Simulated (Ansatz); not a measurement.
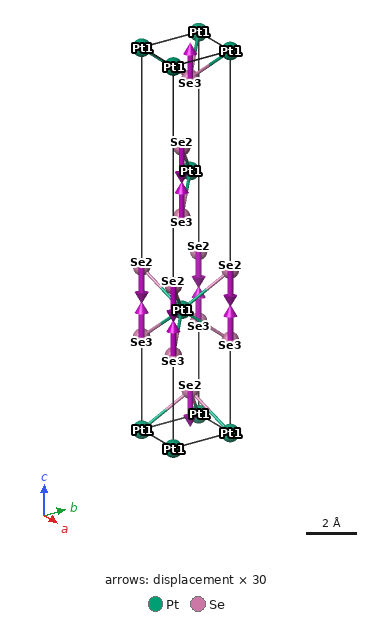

This is a relaxation of crystalline PtSe₂ (built on the 3R (MoS2) bulk type). The starting structure is drawn; purple arrows show the displacements (the part carried along by the change of the cell is left out), 30 times their true length.

Style: ball-and-stick. Shown: the conventional cell (3 times the calculation's cell), slightly off an axis. Lengths and directions refer to the drawn axes.

These are results of Ansatz 0.2.0, DFT, r2SCAN+rVV10, plane waves, PAW, not measurements.

Input
```yaml
crystal:
  lattice:
    - [1.818748651, 1.0500550232, 5.2909413674]
    - [-1.818748651, 1.0500550232, 5.2909413674]
    - [0.0, -2.1001100464, 5.2909413674]
  atoms:
    - { symbol: Pt, position: [-0.0009087758, -0.0009087758, -0.0009087758] }
    - { symbol: Se, position: [0.4251610893, 0.4251610893, 0.4251610893] }
    - { symbol: Se, position: [0.2424143532, 0.2424143532, 0.2424143532] }
kpoints:
  mp_grid: { grid: [8, 8, 8] }
hamiltonian:
  xc: r2scan
  dispersion: rvv10
scf:
  occupations: { method: fermi_dirac, width: 0.03 }
relax:
  f_tol: 0.01
  cell: {}
  max_steps: 120
```

Command:
```bash
ansatz run input.yaml --threads 2 --pin off --max-ram 2211MiB --backend cpu --events-out ev --progress --plain --runs-dir out
```

### Atoms of which element are displaced furthest, and by how much?

Selenium: up to 0.051 Å, against 0.002 Å for platinum.

### Describe the change and its energy.

The energy falls by 4.9 meV per atom in 5 accepted moves (6 points after the start). The largest force component goes from 0.05 to 0.0047 eV/Å. Pressure: 1.59 GPa at the start and 0.01 GPa at the end. The SCF was repeated once at an unchanged geometry on a basis and grid sized afresh for the cell, which shifted the energy by 0.2 meV per atom at most. The largest move relative to the cell is that of Se2, 0.051 Å along −c. Largest moves by element: Se 0.051 Å, Pt 0.002 Å. The volume changes by +3.8 %, with a = b 3.637 → 3.641 Å (+0.1 %), c 15.873 → 16.445 Å (+3.6 %). The space group stays R3m (No. 160).
